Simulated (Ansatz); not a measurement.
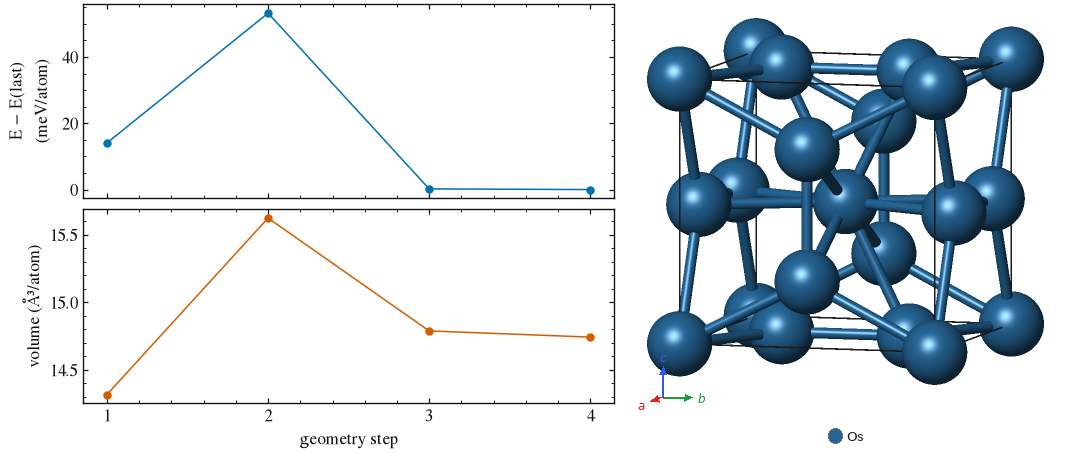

Beside the plot: the structure at the start.

History of a geometry optimisation. Atoms and cell relax. A closing SCF on a freshly chosen basis isn't drawn.

Os (Pm-3n, 8 atoms in the cell); DFT PBE, scalar-relativistic, plane waves, PAW in Ansatz; cutoff 420 eV, 4×4×4 k-mesh, Gaussian smearing of 0.1 eV.

Question: How did the optimisation end?

Answer: The optimisation met its thresholds at geometry 4, counting the start as the first. The energy fell by about 14 meV/atom from the first step to the last. Step 2 went uphill and was rejected by the line search. All forces vanish by symmetry, so only the cell moves.

Question: What happens to the cell?

Answer: The volume grows from 14.3 to 14.7 Å³ per atom (+3 %), overshooting to 15.6 at step 2. The start was compressed.
